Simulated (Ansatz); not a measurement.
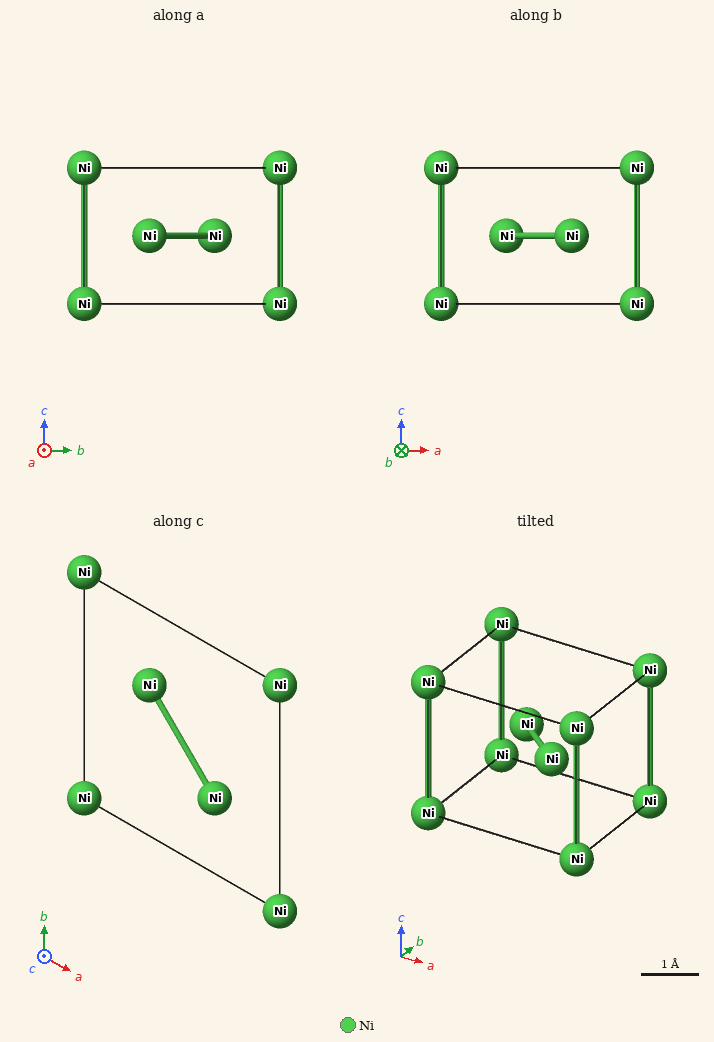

We look at a ball-and-stick model of the crystal along the a axis, along the b axis, along the c axis and slightly off an axis. One conventional unit cell is framed, with atoms on its boundary repeated.

Lattice parameters: a = 3.9939 Å, b = 3.9939 Å, c = 2.4028 Å, α = 90.000°, β = 90.000°, γ = 120.000°.

> Convert the drawing into a CIF with its space group and independent sites.

```cif
data_structure
_symmetry_space_group_name_H-M 'P 6/m m m'
_symmetry_Int_Tables_number 191
_cell_length_a 3.9939
_cell_length_b 3.9939
_cell_length_c 2.4028
_cell_angle_alpha 90.000
_cell_angle_beta 90.000
_cell_angle_gamma 120.000
_cell_volume 33.19
loop_
_atom_site_label
_atom_site_type_symbol
_atom_site_symmetry_multiplicity
_atom_site_Wyckoff_symbol
_atom_site_fract_x
_atom_site_fract_y
_atom_site_fract_z
_atom_site_occupancy
Ni1 Ni 1 a 0.0000 0.0000 0.0000 1
Ni2 Ni 2 d 0.3333 0.6667 0.5000 1
```

The structure was taken from a structure type filled with this element by a generator (whether the element takes this form wasn't checked). Earlier steps of the study may have refined or changed the cell and positions. Ansatz was used for an electronic-structure calculation on it.
